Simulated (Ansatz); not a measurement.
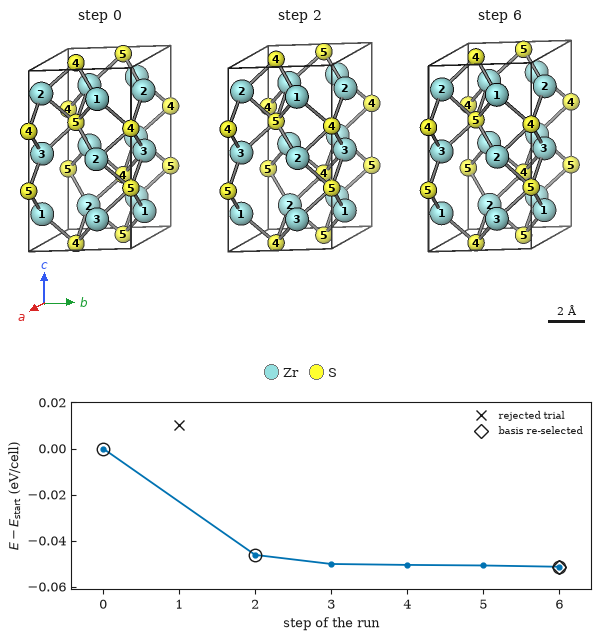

Frames of a relaxation of crystalline Zr$_{3}$S$_{2}$ (set up in R32), marked on the history of the run. The picture is a ball-and-stick view of the conventional cell (3 times the calculation's cell), seen slightly off an axis. Lengths and directions refer to the drawn axes.

The run lets cell and atoms move.

Computed with Kohn-Sham DFT of a periodic cell, PBEsol, DFT+U, Ansatz PAW (Ansatz).

Input file:
```yaml
crystal:
  lattice:
    - [2.9025379727, 1.6757810799, 3.4877732718]
    - [-2.9025379727, 1.6757810799, 3.4877732718]
    - [0.0, -3.3515621597, 3.4877732718]
  atoms:
    - { symbol: Zr, position: [0.838727, 0.5, 0.161273] }
    - { symbol: Zr, position: [0.5, 0.161273, 0.838727] }
    - { symbol: Zr, position: [0.161273, 0.838727, 0.5] }
    - { symbol: S, position: [0.665023, 0.665023, 0.665023] }
    - { symbol: S, position: [0.334977, 0.334977, 0.334977] }
hamiltonian:
  xc: pbesol
  pseudopotentials: { kind: paw }
  hubbard: { sites: [{ species: Zr, l: d, u_eff: 6.0 }] }
kpoints:
  mp_grid: { grid: [6, 6, 6] }
scf:
  occupations: { method: fermi_dirac, width: 0.05 }
output:
  forces: true
  stress: true
  eigenvalues: true
relax:
  f_tol: 0.01
  max_steps: 40
  cell: { stress_tol: 0.05 }
```

Launched with:
```bash
ansatz run input.yaml --threads 2 --pin off --max-ram 5632MiB --backend cpu --events-out ev --progress --plain --runs-dir out
```

> What happens along the run?

The largest moves relative to the cell, 0.046 Å, are those of Zr1, Zr2, Zr3, S4 and S5. S4 goes along +c. By element the largest moves are S 0.046 Å, Zr 0.046 Å. Cell: a = b 5.805 → 5.833 Å (+0.5 %), c 10.463 → 10.761 Å (+2.8 %). Volume +3.8 %. Near-neighbour distances that change, for instance: Zr1–Zr2 3.488 → 3.587 Å, Zr1–Zr2 (another image) 3.406 → 3.343 Å, Zr1–Zr2 (another image) 3.325 → 3.380 Å, Zr1–S4 2.617 → 2.654 Å. Among the angles between lasting bonds that change: S4–Zr2–S5 82.6° → 86.7°, Zr1–S5–Zr2 81.2° → 78.1°. The space group stays R32 (No. 155). After 4 accepted moves (6 points after the start) the energy has fallen by 51.3 meV per cell of the calculation. The largest force component goes from 0.19 to 0.00064 eV/Å. The pressure goes from 2.78 to 0.01 GPa. The line search rejected the trial step at point 1 of the run. The SCF was repeated once at an unchanged geometry on a basis and grid sized afresh for the cell, which shifted the energy by 0.6 meV per cell of the calculation at most. At step 1 the optimiser overshot: the energy rose above the start, and later steps came back. From step 0 to 2: Zr atoms move most (0.06 Å), volume +3.9 %, energy −46.2 meV per cell of the calculation. From step 2 to 6: energy −5.2 meV per cell of the calculation.

| step | E − E(0), meV/atom | largest force component, eV/Å | pressure, GPa | volume, Å³/atom | note |
| --- | --- | --- | --- | --- | --- |
| 0 | 0.00 | 0.1931 | 2.78 | 20.358 |  |
| 1 | 2.06 | 0.3681 | -1.30 | 21.779 | rejected |
| 2 | -9.23 | 0.0549 | -0.19 | 21.156 |  |
| 3 | -10.02 | 0.0513 | 0.20 | 21.096 |  |
| 4 | -10.10 | 0.0424 | -0.04 | 21.152 |  |
| 5 | -10.15 | 0.0006 | 0.00 | 21.139 |  |
| 6 | -10.27 | 0.0006 | 0.01 | 21.139 | same geometry, new basis |
